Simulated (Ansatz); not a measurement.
# Geometry relaxation of W5HS10 (part 2 of 3)

Continued. System: W5HS10 (defect cell, 16 atoms in the cell). Method: DFT PBE, scalar-relativistic, plane waves, PAW, spin-polarised (Ansatz 0.2.0); cutoff 420 eV, 4×3×4 k-mesh, Gaussian smearing of 0.01 eV, collinear spins. The structure derives from a Materials Project entry. It belongs to a series of runs on one base structure; here: H interstitial, charge +0, atoms relaxed at the host's cell.

Geometry of the input (Å; fractional positions):
```
0.0000  -5.5213  0.0000
0.0000  -1.8404  7.4744
-7.9694  -2.7607  0.0000
W  0.5993  0.0020  0.8000
W  0.7993  0.0020  0.4000
W  0.1993  0.0020  0.6000
W  0.3993  0.0020  0.2000
W  0.9993  0.0020  0.0000
S  0.1959  0.2122  0.8000
S  0.3959  0.2122  0.4000
S  0.7959  0.2122  0.6000
S  0.9959  0.2122  0.2000
S  0.5959  0.2122  0.0000
S  0.3361  0.7918  0.8000
S  0.5361  0.7918  0.4000
S  0.9361  0.7918  0.6000
S  0.1361  0.7918  0.2000
S  0.7361  0.7918  0.0000
H  0.1688  0.5000  0.0062
```

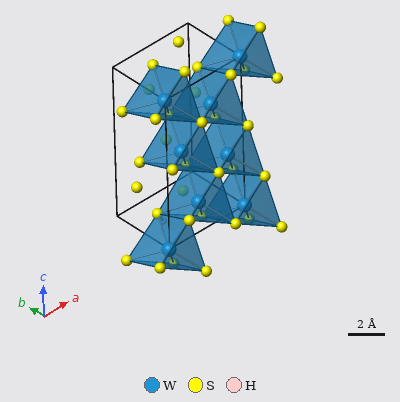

*The geometry at step 11 of the log (polyhedral view of the cell of the calculation, seen slightly off an axis; polyhedra are completed across the faces of the cell).*

Log, continued:
```
relax step   3: F+E_penalty+E_count = -60970.80132101 eV  Δ(F+E_penalty+E_count) = -3.892e-3 eV  max|allowed force component| = 3.523e-2 eV/Å  Δτ_max = 0.1090 Å  (10 SCF iters, accepted)
SCF 4 converged in 10 iterations: F = -60970.809215 eV  dr2 = 6.25e-8
relax step   4: F+E_penalty+E_count = -60970.80921500 eV  Δ(F+E_penalty+E_count) = -7.894e-3 eV  max|allowed force component| = 4.525e-2 eV/Å  Δτ_max = 0.1992 Å  (10 SCF iters, dr2 threshold 7.45e-7 eV, accepted)
SCF 5 converged in 8 iterations: F = -60970.822467 eV  dr2 = 1.12e-6
relax step   5: F+E_penalty+E_count = -60970.82246680 eV  Δ(F+E_penalty+E_count) = -1.325e-2 eV  max|allowed force component| = 7.537e-2 eV/Å  Δτ_max = 0.1980 Å  (8 SCF iters, dr2 threshold 1.91e-6 eV, accepted)
SCF 6 converged in 8 iterations: F = -60970.842501 eV  dr2 = 3.31e-7
relax step   6: F+E_penalty+E_count = -60970.84250150 eV  Δ(F+E_penalty+E_count) = -2.003e-2 eV  max|allowed force component| = 9.931e-2 eV/Å  Δτ_max = 0.1959 Å  (8 SCF iters, dr2 threshold 5.68e-6 eV, accepted)
SCF 7 converged in 8 iterations: F = -60970.864271 eV  dr2 = 2.24e-7
relax step   7: F+E_penalty+E_count = -60970.86427090 eV  Δ(F+E_penalty+E_count) = -2.177e-2 eV  max|allowed force component| = 1.460e-1 eV/Å  Δτ_max = 0.1968 Å  (8 SCF iters, dr2 threshold 9.86e-6 eV, accepted)
SCF 8 converged in 7 iterations: F = -60970.873888 eV  dr2 = 1.02e-6
relax step   8: F+E_penalty+E_count = -60970.87388822 eV  Δ(F+E_penalty+E_count) = -9.617e-3 eV  max|allowed force component| = 1.098e-1 eV/Å  Δτ_max = 0.1950 Å  (7 SCF iters, dr2 threshold 2.13e-5 eV, accepted)
SCF 9 converged in 7 iterations: F = -60970.891717 eV  dr2 = 9.90e-7
relax step   9: F+E_penalty+E_count = -60970.89171726 eV  Δ(F+E_penalty+E_count) = -1.783e-2 eV  max|allowed force component| = 1.803e-1 eV/Å  Δτ_max = 0.1031 Å  (7 SCF iters, dr2 threshold 6.81e-6 eV, accepted)
SCF 10 converged in 7 iterations: F = -60970.976611 eV  dr2 = 7.62e-6
relax step  10: F+E_penalty+E_count = -60970.97661051 eV  Δ(F+E_penalty+E_count) = -8.489e-2 eV  max|allowed force component| = 4.155e-1 eV/Å  Δτ_max = 0.1951 Å  (7 SCF iters, dr2 threshold 1.84e-5 eV, accepted)
SCF 11 converged in 8 iterations: F = -60971.135414 eV  dr2 = 8.54e-6
relax step  11: F+E_penalty+E_count = -60971.13541384 eV  Δ(F+E_penalty+E_count) = -1.588e-1 eV  max|allowed force component| = 5.067e-1 eV/Å  Δτ_max = 0.1956 Å  (8 SCF iters, dr2 threshold 1.00e-4 eV, accepted)
SCF 12 converged in 6 iterations: F = -60971.187169 eV  dr2 = 5.41e-5
relax step  12: F+E_penalty+E_count = -60971.18716936 eV  Δ(F+E_penalty+E_count) = -5.176e-2 eV  max|allowed force component| = 6.509e-1 eV/Å  Δτ_max = 0.1952 Å  (6 SCF iters, dr2 threshold 1.00e-4 eV, accepted)
SCF 13 converged in 6 iterations: F = -60971.222977 eV  dr2 = 1.56e-5
relax step  13: F+E_penalty+E_count = -60971.22297740 eV  Δ(F+E_penalty+E_count) = -3.581e-2 eV  max|allowed force component| = 2.143e-1 eV/Å  Δτ_max = 0.1023 Å  (6 SCF iters, dr2 threshold 1.00e-4 eV, accepted)
SCF 14 converged in 6 iterations: F = -60971.227019 eV  dr2 = 4.95e-7
relax step  14: F+E_penalty+E_count = -60971.22701890 eV  Δ(F+E_penalty+E_count) = -4.042e-3 eV  max|allowed force component| = 9.010e-2 eV/Å  Δτ_max = 0.0186 Å  (6 SCF iters, dr2 threshold 4.98e-6 eV, accepted)
SCF 15 converged in 6 iterations: F = -60971.228031 eV  dr2 = 1.01e-7
relax step  15: F+E_penalty+E_count = -60971.22803089 eV  Δ(F+E_penalty+E_count) = -1.012e-3 eV  max|allowed force component| = 1.775e-2 eV/Å  Δτ_max = 0.0112 Å  (6 SCF iters, dr2 threshold 8.80e-7 eV, accepted)
iter 1 solved again at ethr=7.08e-11 eV; its pass at ethr=3.10e-3 eV (dr2=9.27e-8 eV) is discarded
SCF iter   1: F=—  HF=-60971.228031 eV  |F-HF|=—  |Δ(HF+E_count)|=         —  Δρ=1.84e-6 (↑1.70e-6 ↓1.84e-6)  dr2=9.29e-8  dr2_m=1.68e-9  M=1.000 μB ∫|m|=1.106 μB  β_m=0.65  ethr=7.08e-11  ⟨swp⟩=1.0  Hψ=10400  notcnv=0
preconditioner: auto → Resta (q_TF=auto, 2.340 Å⁻¹)  ε∞=6.3  [insulator: Δε(μ)=0.153 eV  Ē_g=8.459 eV  σ=0.010 eV  W_gap=1.00  n_scr=66 (ndim 8)  ℏωp=19.5 eV  f_vac=0.176  D(μ)=0.00/eV (n_scr^D=0)  ε∞_Penn≈6.3]
spin=Collinear: Resta preconditioning applied to the charge; magnetization (m = ρ↑ − ρ↓) channel mixes plain (no charge-response kernel on spin).
iter 2 did not close the SCF: its close was put off for a magnetic moment that had not settled (scf_convergence_deferred on its scf_iter line)
SCF iter   2: F=-60971.228031 eV  HF=-60971.228031 eV  |F-HF|=6.19e-9  |Δ(HF+E_count)|=   3.20e-8  Δρ=1.35e-6 (↑1.35e-6 ↓1.15e-6)  dr2=5.81e-8  dr2_m=5.51e-10  M=1.000 μB ∫|m|=1.106 μB  β_m=0.65  ethr=7.08e-11  ⟨swp⟩=7.0  Hψ=27865  notcnv=0
SCF iter   3: F=-60971.228031 eV  HF=-60971.228031 eV  |F-HF|=1.62e-8  |Δ(HF+E_count)|=   1.17e-8  Δρ=1.07e-6 (↑1.07e-6 ↓9.32e-7)  dr2=4.36e-8  dr2_m=1.91e-10  M=1.000 μB ∫|m|=1.106 μB  ethr=4.44e-11  ⟨swp⟩=7.0  Hψ=25551  notcnv=0
SCF 16 converged in 3 iterations: F = -60971.228031 eV  dr2 = 4.36e-8
relax step  16: F+E_penalty+E_count = -60971.22803091 eV  Δ(F+E_penalty+E_count) = -1.467e-8 eV  max|allowed force component| = 1.773e-2 eV/Å  Δτ_max = 0.0000 Å  (3 SCF iters, accepted)
SCF converged after 3 iterations
Magnetization: 1.0000 μB (66.0000 up, 65.0000 down)
Absolute magnetization: 1.1068 μB (∫|ρ↑−ρ↓|, with the PAW one-centre terms)
Spin contamination: 0.0051 ħ² per cell (⟨S²⟩ above its minimum at these occupations)
Per-site moments (μB) at R_I (Å): [(0.011782283469019793, 0.9973513120006948), (0.30378798940847485, 0.9894329645795782), (0.016481252756078132, 0.9954406784503408), (0.0064381152550280615, 0.9943428780621433), (0.038254834976129595, 0.9943463353740558), (0.0016701639067871598, 0.9943463353740558), (0.020033281507590223, 0.9943428780621433), (0.008865500922427948, 0.9954406784503408), (0.020499209929515285, 0.5912818706331266), (0.015746305419139642, 0.9966609242259366), (0.0010154290844402714, 0.9980072279096416), (0.015157182390692402, 0.9898999396138843), (0.007162398891983812, 0.99061351736936), (0.003868211820938791, 0.9894329645795782), (0.00866966976875217, 0.9967816518511129), (0.08921828355326455, 0.5912818706331266)]
Free energy (F): -60971.228031 eV
Harris-Foulkes:  -60971.228031 eV  (|F-HF|=1.62e-8)
Internal energy: -60971.228031 eV  (E = F + TS)
E sigma→0 (E₀):  -60971.228031 eV
Fermi energy:    9.054621 eV
--- Per-component energies (eV) ---
  E_band       = -1324.848452
  E_kinetic    = 3340.129325
  E_local      = -13470.005157  (includes V_loc(G=0)·N_el)
  E_nonlocal   = 288.224992
  E_hartree    = 5638.037793
  E_xc         = -2317.070046
  E_vxc        = -2083.130917  (∫ρ·V_xc dr)
  E_paw        = -48816.111960  (= ΣΔE_a)
  E_vpaw       = -676.146516  (= ΣTr[D̂ρ^β])
  E_aug_tail   = -0.001433  (compensation charges beyond the density's cutoff)
  E_ewald      = -5634.431547
  E_smearing   = -0.000000  (= −TS)
  E_closure    = -0.000000  (closes the sum)
  Σ components = -60971.228031   (vs F -60971.228031, Δ=0.00e0)
--- Forces (eV/Å), atoms counted from 1 ---
  atom   1  W     -0.00239178    -0.00134195    -0.00466327
  atom   2  W      0.00539453    -0.00265629    -0.00044789
  atom   3  W      0.00580458     0.00844426    -0.00239009
  atom   4  W     -0.00206621     0.00764857    -0.00421890
  atom   5  W     -0.00940213    -0.00800997    -0.00806068
  atom   6  S     -0.00844500    -0.00509601     0.00398378
  atom   7  S     -0.00123666     0.00409910     0.00420675
  atom   8  S     -0.00303107    -0.00073093    -0.00232577
  atom   9  S      0.01773347    -0.00881621    -0.00777949
  atom  10  S     -0.00315120     0.00766705     0.00773597
  atom  11  S      0.00037676    -0.00259377     0.00413463
  atom  12  S     -0.00124094     0.00073458     0.00265914
  atom  13  S     -0.00105910    -0.00223472     0.00150017
  atom  14  S      0.00262774    -0.00007397    -0.00157777
  atom  15  S      0.00394114     0.00161281     0.00447639
  atom  16  H     -0.00385351     0.00134710     0.00275661
  max |Σ_I F_I| component: 1.04e-5 eV/Å
--- Band table (eV; the first three rows and the last of 52) ---
  k-point 0 ↑: bands = ["-65.9518", "-65.9400", "-65.9318", "-65.9250", "-65.8472", "-30.3694", "-30.3449", "-30.3063", "-30.2831", "-30.2280", "-30.2150", "-30.1974", "-30.1856", "-30.1768", "-30.1584", "-30.1555", "-30.1532", "-30.1278", "-30.0630", "-30.0484", "-6.8312", "-5.6334", "-5.1544", "-5.1336", "-4.7436", "-4.5278", "-4.4977", "-4.4040", "-4.3245", "-4.2694", "0.9092", "1.8746", "2.1336", "2.2441", "2.4779", "2.5475", "2.5709", "2.8426", "3.4458", "3.5106", "3.5400", "3.6786", "3.8135", "4.2424", "4.3983", "4.5220", "4.6044", "4.7326", "4.7750", "5.1195", "5.2204", "5.2581", "5.3706", "5.4798", "5.7733", "5.9801", "6.3027", "6.4007", "6.4341", "6.4680", "7.1118", "7.1481", "7.4727", "7.6313", "7.6991", "8.8693", "9.9393", "10.2688", "10.3238", "10.4282", "10.8040", "10.8497", "10.9418", "10.9895", "11.0119", "11.1236", "11.3068", "11.4102", "11.5465", "11.6723", "11.7199", "12.4967", "12.6596"]
  k-point 1 ↑: bands = ["-65.9515", "-65.9403", "-65.9320", "-65.9248", "-65.8472", "-30.3864", "-30.3349", "-30.3115", "-30.2652", "-30.2275", "-30.2215", "-30.2064", "-30.1885", "-30.1747", "-30.1597", "-30.1528", "-30.1299", "-30.1172", "-30.0783", "-30.0583", "-6.7205", "-5.8934", "-5.3498", "-4.8790", "-4.6953", "-4.6013", "-4.4439", "-4.3475", "-4.3189", "-4.2298", "0.9114", "1.7082", "2.0667", "2.3242", "2.4216", "2.6073", "2.7275", "2.7830", "3.1019", "3.4741", "3.6622", "3.7486", "4.0015", "4.2580", "4.4061", "4.5478", "4.5901", "4.6990", "4.7720", "4.8733", "5.1120", "5.3301", "5.6082", "5.7193", "5.7965", "5.9455", "6.0099", "6.1501", "6.5561", "6.7306", "7.1647", "7.2823", "7.4270", "7.6100", "7.8897", "8.8721", "9.8718", "10.0074", "10.3610", "10.5556", "10.7050", "10.7627", "10.8244", "10.9083", "11.0618", "11.1564", "11.2653", "11.3409", "11.4317", "11.8529", "12.0889", "12.1631", "12.3234"]
  k-point 2 ↑: bands = ["-65.9512", "-65.9406", "-65.9322", "-65.9246", "-65.8472", "-30.3954", "-30.3358", "-30.3061", "-30.2642", "-30.2445", "-30.2199", "-30.1972", "-30.1759", "-30.1597", "-30.1535", "-30.1513", "-30.1367", "-30.1060", "-30.1008", "-30.0658", "-6.5004", "-6.2401", "-5.3526", "-4.9191", "-4.6930", "-4.5132", "-4.3880", "-4.3467", "-4.2490", "-4.2366", "0.9045", "1.6430", "2.1508", "2.2800", "2.4061", "2.4423", "2.5144", "2.8405", "3.2059", "3.6266", "3.7090", "3.8496", "4.1178", "4.1617", "4.1977", "4.5384", "4.5850", "4.6461", "4.8289", "4.9585", "5.2871", "5.5205", "5.5265", "5.5921", "5.6469", "5.6938", "5.7566", "6.5500", "6.6886", "6.8423", "7.0785", "7.4013", "7.5660", "7.7274", "7.8405", "8.8342", "10.0204", "10.0507", "10.0792", "10.3032", "10.6166", "10.6672", "10.7745", "10.8598", "11.0014", "11.2798", "11.3421", "11.5245", "11.6866", "11.7084", "11.7481", "11.9624", "12.4753"]
  k-point 25 ↓: bands = ["-65.9385", "-65.9252", "-65.9228", "-65.9173", "-65.6611", "-30.3611", "-30.3239", "-30.2508", "-30.2382", "-30.2050", "-30.1859", "-30.1722", "-30.1626", "-30.1513", "-30.1370", "-30.1208", "-30.1017", "-29.9815", "-29.9179", "-29.7734", "-5.9773", "-5.6160", "-5.4175", "-5.0866", "-4.7678", "-4.7388", "-4.6831", "-4.6135", "-4.4478", "-4.3926", "1.3103", "1.8017", "2.0206", "2.6443", "2.7148", "2.8582", "2.9923", "3.1883", "3.4348", "3.5608", "3.5939", "3.6885", "3.8862", "3.9371", "4.0748", "4.4388", "4.5982", "4.6517", "4.7090", "5.1847", "5.4124", "5.6571", "5.7848", "5.8699", "6.0143", "6.1098", "6.3436", "6.4032", "6.4896", "6.5797", "7.0679", "7.1358", "7.1736", "7.2173", "7.2845", "9.2046", "9.9641", "10.2597", "10.4723", "10.6805", "10.7248", "10.8079", "10.8247", "10.9715", "11.0570", "11.1424", "11.1747", "11.2494", "11.7016", "11.8401", "11.9781", "12.3902", "12.5056"]
--- Relaxed structure (16 steps of the walk, 16 accepted, 0 SCFs on fresh bases) ---
  F+E_penalty+E_count = -60971.22803091 eV   max|allowed force component| = 1.773e-2 eV/Å
  atoms:
    - { symbol: W, position: [0.6027407312264699, 0.009290665984878337, 0.7968605233279378] }
    - { symbol: W, position: [0.7992001338649386, 0.0016762197033373038, 0.4009029531842181] }
    - { symbol: W, position: [0.2003107052128432, 0.0076841339630864605, 0.5955326077028001] }
    - { symbol: W, position: [0.40287385521274227, 0.014257890293005091, 0.19597088919601646] }
    - { symbol: W, position: [1.0028449584921235, 0.013786850511718369, -0.004192193800721638] }
    - { symbol: S, position: [0.20098169714674136, 0.21935891245976988, 0.7927622234675105] }
    - { symbol: S, position: [0.40255893726606246, 0.21874813094212792, 0.3984203785482829] }
    - { symbol: S, position: [0.7990356048003471, 0.2178596312982066, 0.5944266198700898] }
    - { symbol: S, position: [1.0108591851808812, 0.23833694486439835, 0.18362301305371181] }
    - { symbol: S, position: [0.599780341315106, 0.22240710109638456, -0.005683716905972563] }
    - { symbol: S, position: [0.33678891548902373, 0.8000476412615782, 0.7980810005758695] }
    - { symbol: S, position: [0.5352790985517522, 0.7968541692410923, 0.396039341438994] }
    - { symbol: S, position: [0.9373702508496606, 0.794875472070366, 0.5997326754544655] }
    - { symbol: S, position: [0.13919052926579417, 0.8039480887600042, 0.19577498155012898] }
    - { symbol: S, position: [0.7384402177710712, 0.8016905823756478, -0.001422070388175649] }
    - { symbol: H, position: [0.11699483835444469, 0.3696775651743983, 0.06942077372484397] }
--- Löwdin populations: 16 sites ---
  site symbol       q [e]    m [muB]
     0      W     13.5281     0.0176
     1      W     13.5434     0.4661
     2      W     13.5239     0.0219
     3      W     13.5417     0.0103
     4      W     13.5401     0.0619
     5      S      6.1216     0.0007
     6      S      6.1337     0.0330
     7      S      6.1278     0.0171
     8      S      6.0100     0.0705
     9      S      6.1308     0.0220
    10      S      6.1238     0.0011
    11      S      6.1217     0.0270
    12      S      6.1156     0.0125
    13      S      6.1267     0.0024
    14      S      6.1283     0.0160
    15      H      0.9355     0.1705
  spilling = 0.009520 (of n_electrons = 131.000000)
```

File populations.tsv:
```
# site	symbol	l	j	q_up	q_dn
# orbitals = lowdin
# n_electrons = 131.000000
# spilling = 0.009520
0	W	0_5S	-	0.988959	0.988907
0	W	0_6S	-	0.302628	0.302379
0	W	1_5P	-	2.998071	2.998038
0	W	2_5D	-	2.483189	2.465936
1	W	0_5S	-	0.989405	0.989409
1	W	0_6S	-	0.313660	0.296578
1	W	1_5P	-	2.997762	2.997146
1	W	2_5D	-	2.703959	2.255526
2	W	0_5S	-	0.988950	0.988904
2	W	0_6S	-	0.302396	0.302171
2	W	1_5P	-	2.998064	2.997979
2	W	2_5D	-	2.483467	2.461919
3	W	0_5S	-	0.989176	0.989011
3	W	0_6S	-	0.303102	0.303535
3	W	1_5P	-	2.998173	2.998029
3	W	2_5D	-	2.485536	2.475158
4	W	0_5S	-	0.989134	0.988970
4	W	0_6S	-	0.303206	0.301797
4	W	1_5P	-	2.998135	2.998000
4	W	2_5D	-	2.510534	2.450338
5	S	0_3S	-	0.893292	0.890225
5	S	1_3P	-	2.167890	2.170232
6	S	0_3S	-	0.892063	0.892056
6	S	1_3P	-	2.191277	2.158307
7	S	0_3S	-	0.892188	0.892163
7	S	1_3P	-	2.180294	2.163183
8	S	0_3S	-	0.881766	0.825388
8	S	1_3P	-	2.158459	2.144365
9	S	0_3S	-	0.893617	0.890294
9	S	1_3P	-	2.182815	2.164111
10	S	0_3S	-	0.892646	0.892419
10	S	1_3P	-	2.169809	2.168957
11	S	0_3S	-	0.892905	0.891423
11	S	1_3P	-	2.181427	2.155936
12	S	0_3S	-	0.892589	0.891053
12	S	1_3P	-	2.171485	2.160472
13	S	0_3S	-	0.889557	0.889406
13	S	1_3P	-	2.174999	2.172738
14	S	0_3S	-	0.892449	0.892080
14	S	1_3P	-	2.179741	2.164074
15	H	0_1S	-	0.552999	0.382462
```

Trajectory as extended XYZ (Å, eV, eV/Å), 16 frames, from step=1 to step=16:
```
16
Lattice="0.0000 -5.5213 0.0000 0.0000 -1.8404 7.4744 -7.9694 -2.7607 0.0000" Properties=species:S:1:pos:R:3:forces:R:3 step=1 energy=-60970.79642
W    -6.3755   -5.5213    0.0152   -0.0128   0.0018   0.0454
W    -3.1877   -5.5213    0.0152   -0.0172   0.0156  -0.0198
W    -4.7816   -2.7607    0.0152    0.0145   0.0155  -0.0169
W    -1.5939   -2.7607    0.0152    0.0139   0.0010   0.0470
W     0.0000   -5.5213    0.0152   -0.0013  -0.0333   0.0026
S    -6.3755   -3.6809    1.5862   -0.0082  -0.0066   0.0065
S    -3.1877   -3.6809    1.5862   -0.0020  -0.0019   0.0088
S    -4.7816   -6.4416    1.5862    0.0020  -0.0020   0.0083
S    -1.5939   -6.4416    1.5862    0.0099  -0.0081   0.0058
S     0.0000   -3.6809    1.5862   -0.0005   0.0211   0.0031
S    -6.3755   -5.5213    5.9186   -0.0152   0.0097  -0.0135
S    -3.1877   -5.5213    5.9186   -0.0068  -0.0008  -0.0067
S    -4.7816   -8.2820    5.9186    0.0058  -0.0011  -0.0066
S    -1.5939   -2.7607    5.9186    0.0155   0.0102  -0.0115
S     0.0000   -5.5213    5.9186    0.0003  -0.0212  -0.0144
H    -0.0498   -1.8692    3.7372    0.0021   0.0002  -0.0383
16
Lattice="0.0000 -5.5213 0.0000 0.0000 -1.8404 7.4744 -7.9694 -2.7607 0.0000" Properties=species:S:1:pos:R:3:forces:R:3 step=2 energy=-60970.79743
W    -6.3773   -5.5214    0.0189    0.0224  -0.0059  -0.0072
W    -3.1884   -5.5193    0.0140    0.0009  -0.0109   0.0041
W    -4.7815   -2.7585    0.0142    0.0003  -0.0113   0.0035
W    -1.5923   -2.7610    0.0189   -0.0233  -0.0035  -0.0071
W    -0.0001   -5.5252    0.0192    0.0000   0.0315  -0.0156
S    -6.3732   -3.6808    1.5887   -0.0118  -0.0060   0.0065
S    -3.1894   -3.6803    1.5874    0.0059   0.0017  -0.0080
S    -4.7804   -6.4408    1.5875   -0.0052   0.0016  -0.0083
S    -1.5964   -6.4417    1.5884    0.0107  -0.0062   0.0073
S    -0.0001   -3.6819    1.5894   -0.0008   0.0089   0.0124
S    -6.3781   -5.5214    5.9191    0.0054  -0.0059   0.0133
S    -3.1867   -5.5186    5.9186    0.0000  -0.0020   0.0040
S    -4.7833   -8.2794    5.9185    0.0012  -0.0011   0.0046
S    -1.5914   -2.7607    5.9192   -0.0072  -0.0068   0.0133
S     0.0000   -5.5269    5.9210   -0.0007   0.0155   0.0139
H    -0.0474   -1.8691    3.7142    0.0020   0.0003  -0.0364
```
